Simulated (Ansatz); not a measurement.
System: WS$_{2}$.

The calculation's input:

```
crystal:
  lattice:
    - [3.1829541699, 0.0, 0.0]
    - [-1.591477085, 2.7565191702, 0.0]
    - [0.0, 0.0, 28.53221786]
  atoms:
    - { symbol: W, position: [0.66666667, 0.33333333, 0.65928643] }
    - { symbol: W, position: [0.33333333, 0.66666667, 0.88553378] }
    - { symbol: W, position: [0.33333333, 0.66666667, 0.43436168] }
    - { symbol: S, position: [0.66666667, 0.33333333, 0.94018573] }
    - { symbol: S, position: [0.66666667, 0.33333333, 0.48903042] }
    - { symbol: S, position: [0.33333333, 0.66666667, 0.71395221] }
    - { symbol: S, position: [0.66666667, 0.33333333, 0.83084828] }
    - { symbol: S, position: [0.66666667, 0.33333333, 0.37971025] }
    - { symbol: S, position: [0.33333333, 0.66666667, 0.60462521] }
basis:
  ecutwfc: 420
kpoints:
  mp_grid: { grid: [12, 12, 1] }
hamiltonian:
  xc: pbe
  dispersion: d3bj
scf:
  occupations: { method: gaussian, width: 0.02 }
output:
  forces: true
  stress: true
  eigenvalues: true
  write_density: true
  write_potential: true
  elf: true
  volumetric_format: npy
relax:
  adjacent_minimum: "off"
  f_tol: 0.005
  max_steps: 80
  cell: { stress_tol: 0.05 }
```

Run with:

```sh
ansatz run input.yaml --threads 4 --pin off --max-ram 10240MiB --backend cpu --events-out ev --progress --plain --runs-dir out
```

Below, planes, directions and counts refer to the conventional cell (a = 3.15 Å, b = 3.15 Å, c = 18.81 Å, α = 90.00°, β = 90.00°, γ = 120.00°).

The fields are those of the run's last geometry, not of the input's.

Space group P-6m2; a structure from a database of computed crystals, not necessarily the ambient phase.

Level of theory: DFT PBE+D3(BJ), scalar-relativistic, plane waves, PAW in Ansatz 0.2.0.

> What will maps of the valence pseudo-density and electron localisation function show?

W–S (2.41 Å): ρ at the midpoint is about 0.63 e/Å³; the ELF peaks at about 0.85 in the valence shell of S, 0.8 Å from its nucleus, and is about 0.50 at the midpoint.

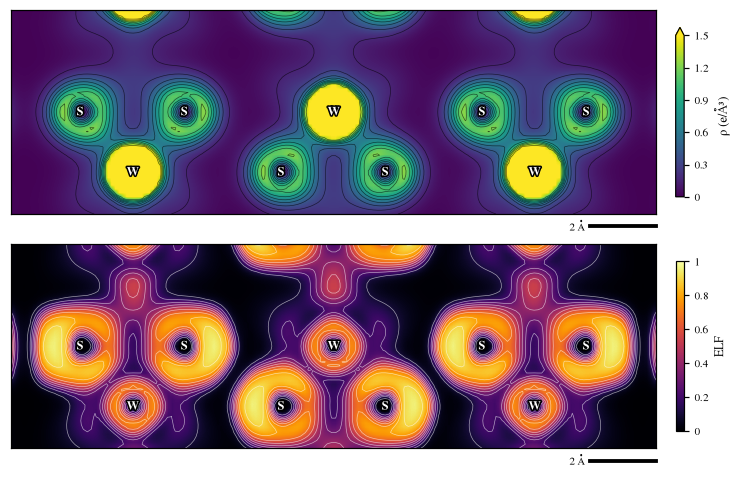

Computed valence pseudo-density and electron localisation function on the (110) plane of the conventional cell, in this order. 

The density is the valence pseudo-density of a PAW calculation; it isn't the true density close to the nuclei.
